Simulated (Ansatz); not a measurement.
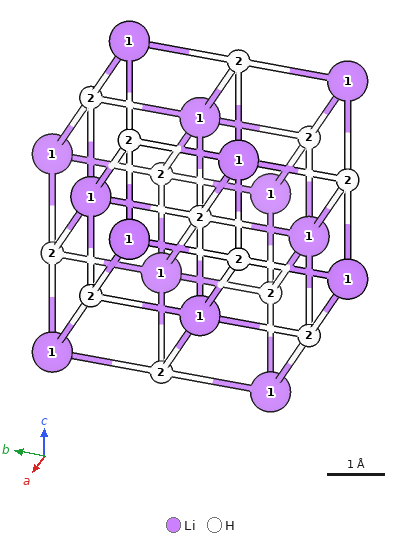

**Figure 1.** The structure as given in the input (ball-and-stick view of the cell 4 times as large as that of the calculation, set on its symmetry axes, seen at an oblique angle; atoms are numbered from 1 in the order of the input). An atom can appear more than once, as a periodic image. Near neighbours in the periodic cell (some may lie outside the picture): Li has 6 H at 2.03 Å; H has 6 Li at 2.03 Å.

## Band-structure calculation of LiH

LiH (Fm-3m, 2 atoms in the cell), computed with DFT, LDA, PAW with Ansatz's default frozen-core files, scalar-relativistic, no spin polarisation (Ansatz 0.2.0).

The structure derives from an entry of the Crystallography Open Database. It belongs to a series of runs on one base structure; here: functional lda, PAW files. Figures and captions count atoms from 1; the log counts them from 0 in places.

**The input**
```yaml
crystal:
  lattice:
    - [0.0, 2.0325, 2.0325]
    - [2.0325, 0.0, 2.0325]
    - [2.0325, 2.0325, 0.0]
  atoms:
    - { symbol: Li, position: [0.0, 0.0, 0.0] }
    - { symbol: H, position: [0.5, 0.5, 0.5] }
kpoints:
  mp_grid: { grid: [11, 11, 11] }
  band_path:
    path:
      - [0.0, 0.0, 0.0]
      - [0.5, 0.0, 0.5]
      - [0.625, 0.25, 0.625]
      - [0.375, 0.375, 0.75]
      - [0.0, 0.0, 0.0]
      - [0.5, 0.5, 0.5]
      - [0.5, 0.25, 0.75]
      - [0.5, 0.0, 0.5]
    npoints: 5
scf:
  occupations: { method: fermi_dirac, width: 0.03 }
hamiltonian:
  xc: lda
  pseudopotentials: { kind: paw }
output:
  forces: true
  stress: true
  eigenvalues: true
  efg: { contact_densities: true }
  write_density: true
  write_potential: true
  elf: true
  volumetric_format: npy
```

Machine: 1 thread of AMD EPYC (Zen 5), 32 GiB of memory available, shared host.

Command:
```bash
ansatz run input.yaml --threads 1 --pin off --max-ram 2048MiB --backend cpu --events-out ev --progress --plain --runs-dir out
```

**Output**
```
Engine: ansatz 0.2.0, x86_64-unknown-linux-gnu
Pseudopotentials: kind: paw
Pseudopotential: Li, paw, valence charge 3, recommended cutoff 420 eV (normal), Li.paw.azcp
Pseudopotential: H, paw, valence charge 1, recommended cutoff 420 eV (normal), H.paw.azcp
Functional definition: SPW92
  exchange = slater_x
  correlation = pw_c
Crystal: 2 atoms, lattice volume = 16.793 Å³
Basis set: ecut = 420 eV, 331 PW (Γ)
Bands: 6, of which v1, the nominal top of the filled ones, is band 2 counted from 1 (1 counted from 0)
Symmetry: 48 space group operations
Space group: Fm-3m (ITA 225), of the structure as read, at distance tolerance 2.6e-5 Å
k-points: 56 of 1331
Non-local potential: Li, projectors of the file, l = 0: 3, l = 1: 2, l = 2: 1
Non-local potential: H, projectors of the file, l = 0: 2, l = 1: 1
PAW form: soft (Blöchl's): semilocal exchange-correlation on the pseudo side does not see the compensation charge
PAW one-centre angular grid: Li, 110 points (default); XC on 64 Gauss nodes
PAW one-centre angular grid: H, 110 points (default); XC on 64 Gauss nodes
Initial density: superposition of atomic densities (neutral atoms: chi_scale 0, normalization atom), corrected by the library's trained network
Initial wavefunctions: pseudopotential atomic-orbital guess
Functional: x = slater, c = lda
SCF iter   1: F=—  HF=-218.200098 eV  |F-HF|=—  |Δ(HF+E_count)|=         —  Δρ=1.22e-2  dr2=1.63e-2  ethr=1.77e-3  ⟨swp⟩=4.0  Hψ=2683  notcnv=0
preconditioner: auto → none  [insulator: Δε(μ)=2.708 eV  Ē_g=13.476 eV  σ=0.030 eV  W_gap=1.00  n_scr=0 (ndim 8)  ℏωp=12.8 eV  f_vac=0.000  D(μ)=0.00/eV (n_scr^D=0)  ε∞_Penn≈1.9]
SCF iter   2: F=—  HF=-218.191044 eV  |F-HF|=—  |Δ(HF+E_count)|=   9.05e-3  Δρ=4.12e-3  dr2=1.70e-3  ethr=4.08e-4  ⟨swp⟩=1.9  Hψ=870  notcnv=0
SCF iter   3: F=—  HF=-218.189723 eV  |F-HF|=—  |Δ(HF+E_count)|=   1.32e-3  Δρ=1.62e-4  dr2=2.09e-6  ethr=4.25e-5  ⟨swp⟩=2.3  Hψ=617  notcnv=0
SCF iter   4: F=—  HF=-218.189723 eV  |F-HF|=—  |Δ(HF+E_count)|=   1.10e-7  Δρ=1.85e-5  dr2=4.21e-8  ethr=5.22e-8  ⟨swp⟩=2.8  Hψ=442  notcnv=0
iter 5 did not close the SCF: its close was put off for the readings that it lacked (scf_convergence_deferred on its scf_iter line)
SCF iter   5: F=-218.189723 eV  HF=-218.189723 eV  |F-HF|=5.28e-11  |Δ(HF+E_count)|=   2.85e-8  Δρ=2.81e-6  dr2=1.01e-9  ethr=1.05e-9  ⟨swp⟩=1.1  Hψ=343  notcnv=0
SCF iter   6: F=-218.189723 eV  HF=-218.189723 eV  |F-HF|=1.71e-13  |Δ(HF+E_count)|=  7.14e-11  Δρ=8.57e-8  dr2=4.87e-13  ethr=2.53e-11  ⟨swp⟩=3.0  Hψ=1115  notcnv=0
SCF 1 converged in 6 iterations: F = -218.189723 eV  dr2 = 4.87e-13
  greatest PAW one-centre occupation: 1.000 electrons in one spin orbital (limit 2), on the Li atom at site 0 (counted from 0), in its partial waves of l = 0
```

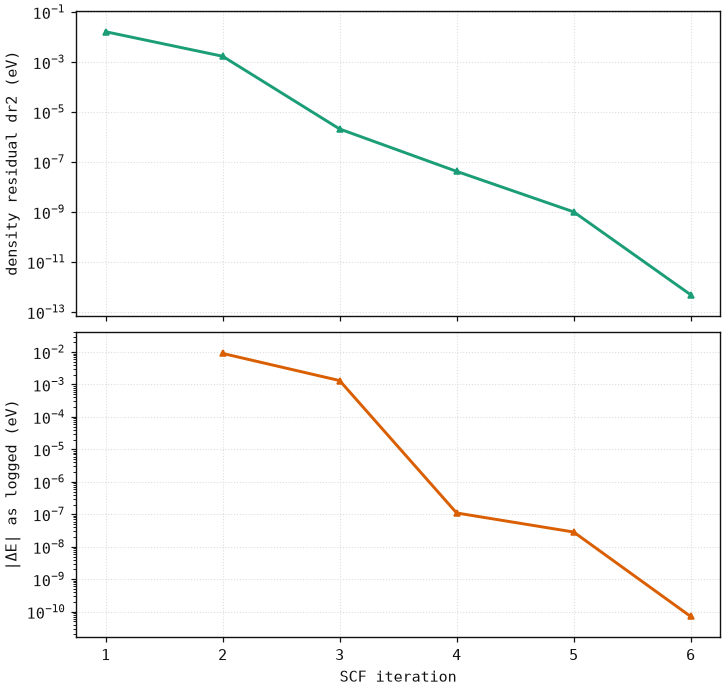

**Figure 2.** Convergence of the self-consistent field: density residual dr2 and size of the energy change against the SCF iteration. The residual falls at every step.

```
NSCF: frozen V_eff on 36 k-points
SCF converged after 6 iterations
Free energy (F): -218.189723 eV
Harris-Foulkes:  -218.189723 eV  (|F-HF|=1.71e-13)
Internal energy: -218.189723 eV  (E = F + TS)
E sigma→0 (E₀):  -218.189723 eV
Fermi energy:    1.877816 eV
--- Per-component energies (eV) ---
  E_band       = -89.542944
  E_kinetic    = 35.074561
  E_local      = -125.179828  (includes V_loc(G=0)·N_el)
  E_nonlocal   = -31.694932
  E_hartree    = 34.906829
  E_xc         = -19.563300
  E_vxc        = -25.518545  (∫ρ·V_xc dr)
  E_paw        = -18.945573  (= ΣΔE_a)
  E_vpaw       = -12.036912  (= ΣTr[D̂ρ^β])
  E_aug_tail   = -0.000950  (compensation charges beyond the density's cutoff)
  E_ewald      = -92.786530
  E_smearing   = -0.000000  (= −TS)
  E_closure    = -0.000000  (closes the sum)
  Σ components = -218.189723   (vs F -218.189723, Δ=0.00e0)
--- Forces (eV/Å), atoms counted from 1 ---
  atom   1  Li    -0.00000000    -0.00000000    -0.00000000
  atom   2  H      0.00000000    -0.00000000     0.00000000
  max |Σ_I F_I| component: 8.36e-31 eV/Å
--- Stress (GPa, compression-positive) ---
       -3.919632      -0.000000      -0.000000
       -0.000000      -3.919632      -0.000000
       -0.000000      -0.000000      -3.919632
  P = ⅓ Tr σ = -3.9196 GPa (-39.196 kbar)
--- PAW observables at the nuclei: V_zz in 10²¹ V/m², potentials from the cell's mean, atoms counted from 1 ---
  atom   1  Li V_zz =    -0.000000   η = 0.0000   by run symmetry: forbidden
            electrostatic potential = -161.649939 V   contact ρ = 91.329469 e/Å³
  atom   2  H  V_zz =    -0.000000   η = 0.0000   by run symmetry: forbidden
            electrostatic potential = -36.214276 V   contact ρ = 2.625385 e/Å³
--- Band table (eV; the first three rows and the last of 56) ---
  k-point 0: bands = ["-42.9649", "-4.9002", "16.0946", "17.4875", "17.4875", "17.4875"]
  k-point 1: bands = ["-42.9614", "-4.7574", "14.8000", "16.7985", "17.1779", "17.1779"]
  k-point 2: bands = ["-42.9519", "-4.3368", "11.9370", "15.7555", "16.6248", "16.6248"]
  k-point 55: bands = ["-42.9068", "0.1224", "5.0611", "5.9687", "11.7378", "17.1133"]
```

**File bands.tsv**
```
# k_distance	band_0	band_1	band_2	band_3	band_4	band_5
# fermi_ev = 1.877816
# lock_threshold_ev = 1e-6
# [0, 0, 0] at k_distance = 0.000000
# [0.5, 0, 0.5] at k_distance = 1.545679
# [0.625, 0.25, 0.625] at k_distance = 2.092159
# [0.375, 0.375, 0.75] at k_distance = 3.038690
# [0, 0, 0] at k_distance = 4.678131
# [0.5, 0.5, 0.5] at k_distance = 6.016728
# [0.5, 0.25, 0.75] at k_distance = 7.109688
# [0.5, 0, 0.5] at k_distance = 7.882528
# levels_relative_to = fermi_ev
# free_energy_ev = -218.189723
# largest_residual_norms_ev = 9.027e-5 4.368e-4 8.563e-4 5.099e-4 5.823e-4 6.832e-4
0.000000	-44.842740	-6.777998	14.216832	15.609726	15.609726	15.609726
0.309136	-44.837061	-6.545145	12.950542	14.065254	14.065254	16.350281
0.618272	-44.822304	-5.830201	10.381190	11.889067	11.889067	15.293278
0.927407	-44.804275	-4.597722	6.840695	10.206044	10.206044	13.487316
1.236543	-44.789868	-2.859401	3.373683	9.172784	9.172784	12.401147
1.545679	-44.784419	-1.377236	1.273844	8.825624	8.825624	12.038810
1.654975	-44.784402	-1.389613	1.318541	8.429606	8.869646	12.520493
1.764271	-44.784387	-1.431980	1.452366	7.644885	9.001653	13.469735
1.873567	-44.784456	-1.518529	1.675286	6.857778	9.221327	14.082392
1.982863	-44.784730	-1.668936	1.987163	6.207744	9.528237	14.163056
2.092159	-44.785354	-1.901491	2.387756	5.753777	9.921665	14.072809
2.281465	-44.785797	-2.053196	2.772368	5.340376	10.085521	14.373515
2.470772	-44.786100	-2.159293	3.312010	4.718989	10.142350	14.902739
2.660078	-44.786100	-2.159293	3.312010	4.718989	10.142350	14.902739
2.849384	-44.785797	-2.053196	2.772368	5.340376	10.085521	14.373515
3.038690	-44.785354	-1.901491	2.387756	5.753777	9.921665	14.072809
3.366578	-44.790801	-3.084699	4.118019	5.684946	11.605505	13.734586
3.694466	-44.803288	-4.540922	6.623392	7.143659	13.776391	13.937696
4.022354	-44.820752	-5.753087	9.538089	9.840936	14.335984	15.993001
4.350243	-44.836426	-6.518658	12.401275	13.472997	15.126042	15.873218
4.678131	-44.842740	-6.777998	14.216832	15.609726	15.609726	15.609726
4.945850	-44.838473	-6.605392	12.671083	14.818133	15.246413	15.246413
5.213569	-44.827292	-6.099417	9.458053	13.673095	14.647764	14.647764
5.481289	-44.813470	-5.317251	6.387068	12.675418	14.271229	14.271229
5.749008	-44.802283	-4.451547	4.080683	12.016658	14.190040	14.190040
6.016728	-44.798008	-4.013578	3.154499	11.788622	14.227234	14.227234
6.235320	-44.796681	-3.862871	3.185357	10.586843	13.245815	13.809258
6.453912	-44.793208	-3.423474	3.267472	8.214776	11.832753	14.000294
6.672504	-44.788912	-2.747614	3.371848	5.951355	10.713831	14.536595
6.891096	-44.785432	-1.996837	3.458809	4.212302	10.015826	15.129846
7.109688	-44.784104	-1.610681	3.492649	3.492649	9.779410	15.413431
7.264256	-44.784133	-1.589252	2.697203	4.457340	9.685271	15.367884
7.418824	-44.784212	-1.532544	2.075712	5.580446	9.441979	15.262967
7.573392	-44.784306	-1.460335	1.630615	6.832484	9.147504	14.746586
7.727960	-44.784384	-1.400375	1.363145	8.102509	8.913863	12.940670
7.882528	-44.784419	-1.377236	1.273844	8.825624	8.825624	12.038810
```

**File rho_z.tsv**
```
# z_ang	rho[e/angstrom^3]
# format = ansatz-planar-average/11
# lattice	0.000000000	2.032500000	2.032500000
# lattice	2.032500000	0.000000000	2.032500000
# lattice	2.032500000	2.032500000	0.000000000
# sites	2
# site	3	0.000000000	0.000000000	0.000000000
# site	1	2.032500000	2.032500000	2.032500000
0.000000	5.331343e-1
0.143719	4.813276e-1
0.287439	3.570159e-1
0.431158	2.281257e-1
0.574878	1.478539e-1
0.718597	1.243490e-1
0.862317	1.340510e-1
1.006036	1.550169e-1
1.149756	1.796166e-1
1.293475	2.021715e-1
1.437195	2.117720e-1
1.580914	2.021715e-1
1.724633	1.796166e-1
1.868353	1.550169e-1
2.012072	1.340510e-1
2.155792	1.243490e-1
2.299511	1.478539e-1
2.443231	2.281257e-1
2.586950	3.570159e-1
2.730670	4.813276e-1
```

**File v_z.tsv**
```
# z_ang	v_es[eV]	v_tot[eV]
# format = ansatz-planar-average/11
# xc	lda
# density_cutoff_ev	1680
# datasets	Li=:simpson_from_first_knot:soft	H=:simpson_from_first_knot:soft
# lattice	0.000000000	2.032500000	2.032500000
# lattice	2.032500000	0.000000000	2.032500000
# lattice	2.032500000	2.032500000	0.000000000
# sites	2
# site	3	0.000000000	0.000000000	0.000000000
# site	1	2.032500000	2.032500000	2.032500000
0.000000	-2.760000e0	-1.091414e1
0.143719	-2.495891e0	-1.062745e1
0.287439	-1.760295e0	-9.836089e0
0.431158	-7.398467e-1	-8.759651e0
0.574878	3.946148e-1	-7.612436e0
0.718597	1.438091e0	-6.636551e0
0.862317	2.187841e0	-6.045922e0
1.006036	2.208422e0	-6.247594e0
1.149756	1.614642e0	-7.066925e0
1.293475	9.998027e-1	-7.846835e0
1.437195	6.919998e-1	-8.214826e0
1.580914	9.998027e-1	-7.846835e0
1.724633	1.614642e0	-7.066925e0
1.868353	2.208422e0	-6.247594e0
2.012072	2.187841e0	-6.045922e0
2.155792	1.438091e0	-6.636551e0
2.299511	3.946148e-1	-7.612436e0
2.443231	-7.398467e-1	-8.759651e0
2.586950	-1.760295e0	-9.836089e0
2.730670	-2.495891e0	-1.062745e1
```

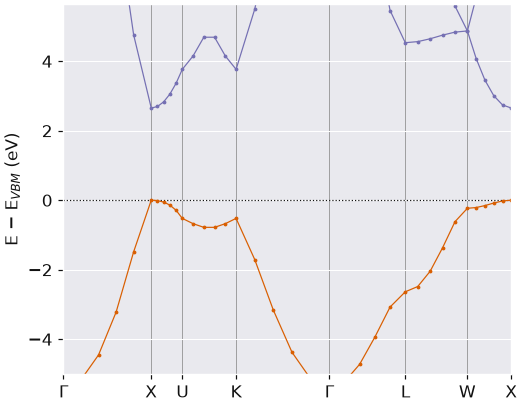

**Figure 3.** Band structure along Γ–X–U–K–Γ–L–W–X, with energies from the valence-band top. There is a gap of 2.65 eV on this path, direct, at X.

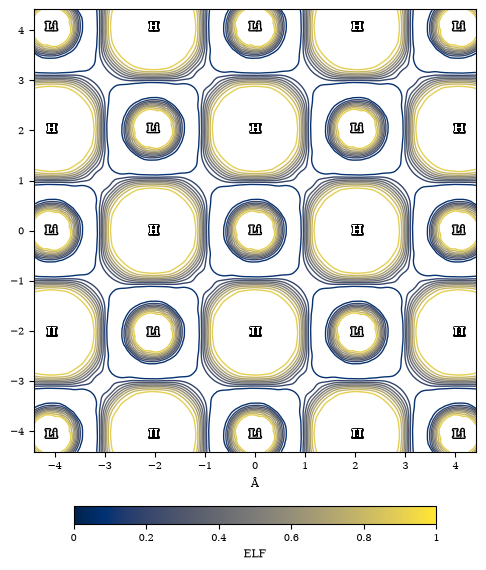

**Figure 4.** ELF on the (100) plane of the conventional cell. Atoms in the plane: Li and H. The strong features right at Li lie inside the PAW spheres (semicore, d or f shells) and say nothing about bonding. In a PAW calculation such maps are meaningful between the atoms, not at the nuclei.

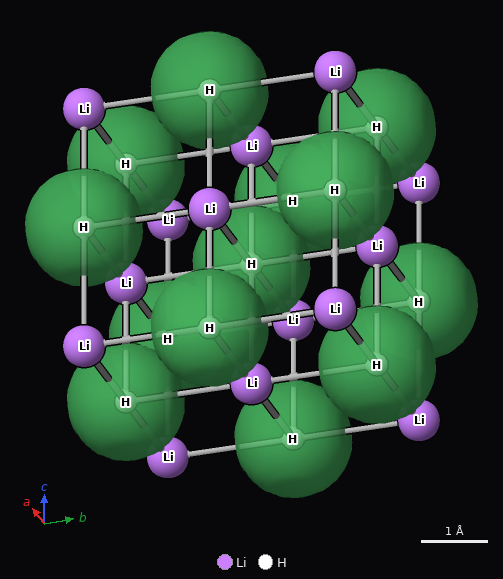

**Figure 5.** Isosurface of the ELF at 0.85 (green), seen at an oblique angle. Core shells and regions of very low density are left out. Sticks mark near contacts. The outline is the cell set on symmetry axes. Values along the shortest contacts:

**Results in brief**

```csv
quantity,value
outcome,converged
space group (tolerance 0.01 Å),Fm-3m (225)
electrons treated,4
free energy,−218.1897 eV
Fermi energy,1.878 eV
gap on the k-point mesh,2.84 eV
pressure,−3.92 GPa
field gradient V_zz (10²¹ V/m²),zero at all sites
largest force (length of the vector),under 0.001 eV/Å
wall time,0.51 s
peak memory,0.34 GiB
```
